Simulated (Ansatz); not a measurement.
A periodic structure is given below.

```xyz
4
Lattice="3.1138 0.0000 0.0000 -1.5569 2.6966 0.0000 0.0000 0.0000 4.9836" Properties=species:S:1:pos:R:3 pbc="T T T"
Al    0.0000    1.7977    2.4996
Al    1.5569    0.8989    0.0078
N     0.0000    1.7977    0.5959
N     1.5569    0.8989    3.0877
```

**Give a crystallographic description of this input.**

The material is AlN. Symmetry: P6_3mc (No. 186), primitive hexagonal lattice. The arrangement is known as wurtzite. In the cell are 2 Al, 2 N, which makes 2 formula units. Al is linked to four N in a tetrahedral arrangement at 1.89 to 1.90 Å. The neighbours of N are four Al in a tetrahedral arrangement at 1.89 to 1.90 Å. The bonds build a three-dimensional framework.

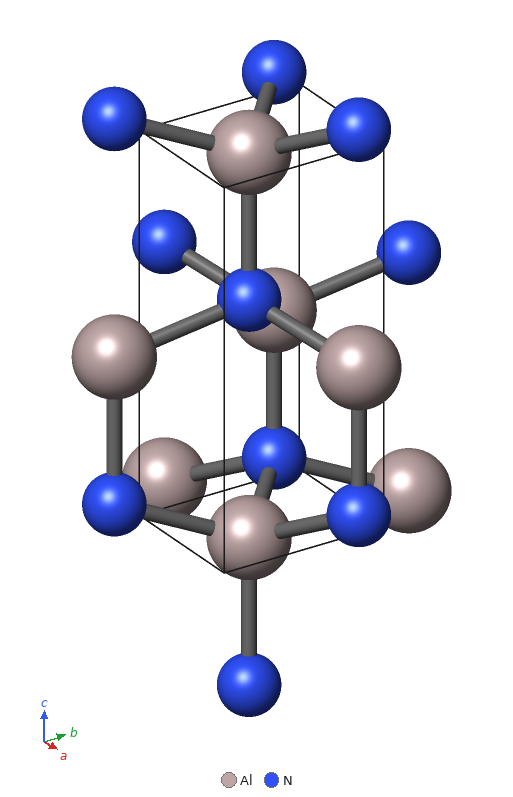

Drawn in the ball-and-stick manner and seen slightly off an axis. The wireframe shows the conventional unit cell. Bonds that leave the box are completed with the atoms at their other ends. Colours: aluminium light grey, nitrogen blue.

Its origin is a structure listed in the Materials Project. The atoms were relaxed in a fixed cell with Ansatz 0.2.0, DFT PBEsol, scalar-relativistic, plane waves, PAW.
